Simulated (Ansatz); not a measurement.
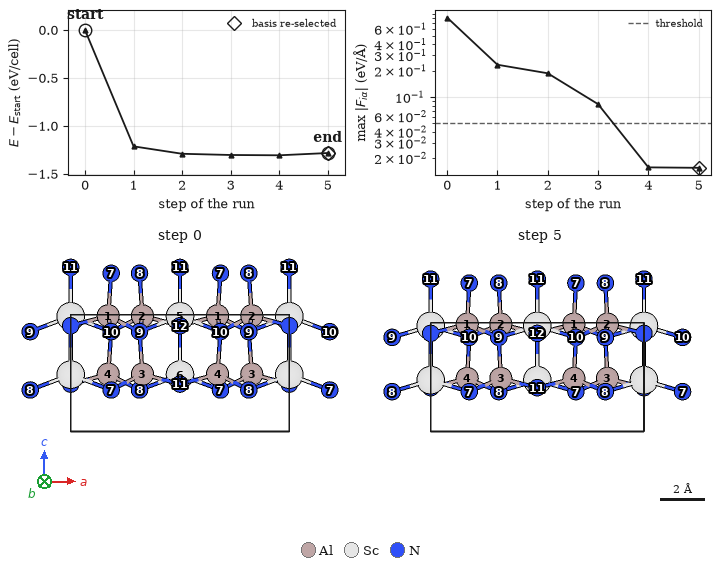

First and last geometry of a relaxation of solid ScAl₂N₃ (a generated structure, set up in Cmc2_1) (coarse preliminary run), with the history of the run. Style: ball-and-stick. Shown: the conventional cell (2 times the calculation's cell), along the b axis. Lengths and directions refer to the drawn axes.

Case: In → Sc on all its sites, cell and atoms relaxed.

Method: DFT PBE, scalar-relativistic, plane waves, PAW in Ansatz.

The input:
```yaml
crystal:
  lattice:
    - [5.0639034817, -2.9122053862, 0.0]
    - [5.0639034817, 2.9122053862, 0.0]
    - [0.0, 0.0, 5.4062379105]
  atoms:
    - { symbol: Al, position: [0.0084295481, 0.3348702354, 0.9917405618] }
    - { symbol: Al, position: [0.6651297646, 0.9915704519, 0.9917405618] }
    - { symbol: Al, position: [0.9915704519, 0.6651297646, 0.4917405618] }
    - { symbol: Al, position: [0.3348702354, 0.0084295481, 0.4917405618] }
    - { symbol: Sc, position: [0.3220811148, 0.6779188852, 0.9869983854] }
    - { symbol: Sc, position: [0.6779188852, 0.3220811148, 0.4869983854] }
    - { symbol: "N", position: [0.0366860035, 0.3336177066, 0.3557289331] }
    - { symbol: "N", position: [0.6663822934, 0.9633139965, 0.3557289331] }
    - { symbol: "N", position: [0.9633139965, 0.6663822934, 0.8557289331] }
    - { symbol: "N", position: [0.3336177066, 0.0366860035, 0.8557289331] }
    - { symbol: "N", position: [0.2983157877, 0.7016842123, 0.4060625948] }
    - { symbol: "N", position: [0.7016842123, 0.2983157877, 0.9060625948] }
basis:
  ecutwfc: 420
kpoints:
  mp_grid: { grid: [4, 4, 4] }
hamiltonian:
  xc: pbe
scf:
  occupations: { method: gaussian, width: 0.1 }
output:
  forces: true
  stress: true
  eigenvalues: true
relax:
  adjacent_minimum: "off"
  f_tol: 0.05
  max_steps: 60
  cell: { stress_tol: 0.5 }
```

Launched with:
```bash
ansatz run input.yaml --threads 2 --pin off --max-ram 5120MiB --backend cpu --events-out ev --progress --plain --runs-dir out
```

Question: Read the history and describe the run.

Answer: It converged. The energy falls by 1.282 eV per cell of the calculation in 4 accepted moves (5 points after the start). The largest force component goes from 0.81 to 0.016 eV/Å. The pressure goes from −16.43 to −0.31 GPa. The SCF was repeated once at an unchanged geometry on a basis and grid sized afresh for the cell, which shifted the energy by 23.7 meV per cell of the calculation at most. The largest moves relative to the cell, 0.073 Å, are those of Sc5, Sc6, N7, N8, N9 and N10. N9 goes along [1 −1 3]. By element the largest moves are N 0.073 Å, Sc 0.072 Å, Al 0.017 Å. The volume changes by −11.5 %, with a 10.128 → 9.881 Å (−2.4 %), b 5.824 → 5.680 Å (−2.5 %), c 5.406 → 5.030 Å (−7.0 %). Near-neighbour distances that change, for instance: Sc5–Sc6 3.406 → 3.226 Å, Sc5–N10 2.246 → 2.101 Å, Sc5–N12 2.254 → 2.123 Å, Sc5–N11 2.270 → 2.169 Å. Bond angles that change, for instance: Al4–N8–Sc6 104.3° → 108.6°, Al3–N8–Sc6 103.9° → 108.2°, Al2–N8–Al4 113.6° → 109.8°. The space group stays Cmc2_1 (No. 36).
